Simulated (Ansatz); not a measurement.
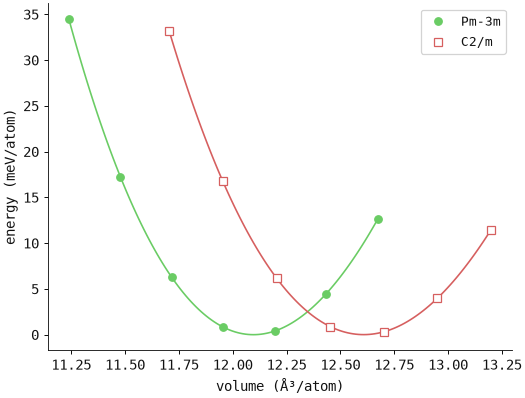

Energy against volume, with one curve for each structure, for AlNi. Each energy curve has its own zero, so the curves don't rank the structures.

Settings that differ: Pm-3m: k mesh 9×9×9; C2/m: k mesh 11×11×7.

The fitted equilibrium volumes, smallest first, are Pm-3m 12.096, C2/m 12.608 Å³/atom. The fitted bulk moduli, smallest first, are C2/m 143.7, Pm-3m 159.5 GPa.

Calculation (Ansatz 0.2.0): all-electron LAPW DFT, collinear spins; energies at scaled volumes of the given cell, shape and fractions fixed, counted from the fit's minimum, third-order Birch-Murnaghan fit. Level: PBE, collinear spin.

occupations Fermi–Dirac; smearing width 0.05 eV; potentials all electron LAPW, scalar relativistic.

Note: the program warns: seeded moment not kept.
